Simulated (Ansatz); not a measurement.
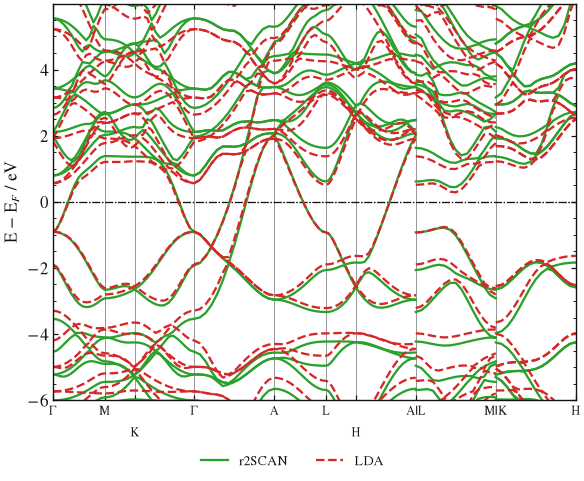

Band structures of TaN, space group P-62m, 6 atoms in the cell (a = 5.196 Å, c = 2.911 Å (hexagonal axes)), by two methods on the same cell. Each is counted from its own Fermi level.

What changes from one method to the other?

Answer. Both give a metal. Levels within 1 eV of the Fermi level in either run differ by 0.11 eV on average and by 0.24 eV at most (between Γ and M). Filled levels 1 to 5 eV under it lie 0.19 eV higher on average in LDA than in r2SCAN.

Settings. r2SCAN: Ansatz PAW, no spin polarisation, no spin-orbit coupling, 6×6×9 k mesh, 500 eV cutoff, Fermi-Dirac smearing of 0.05 eV (Ansatz). LDA: Ansatz PAW, no spin polarisation, no spin-orbit coupling, 6×6×9 k mesh, 420 eV cutoff, Fermi-Dirac smearing of 0.05 eV (Ansatz).

Bands are joined in order of energy. The cell is at 0 GPa in r2SCAN and −10 GPa in LDA. Spin-orbit coupling is left out, which matters for Ta. The PAW data sets were made with another functional.
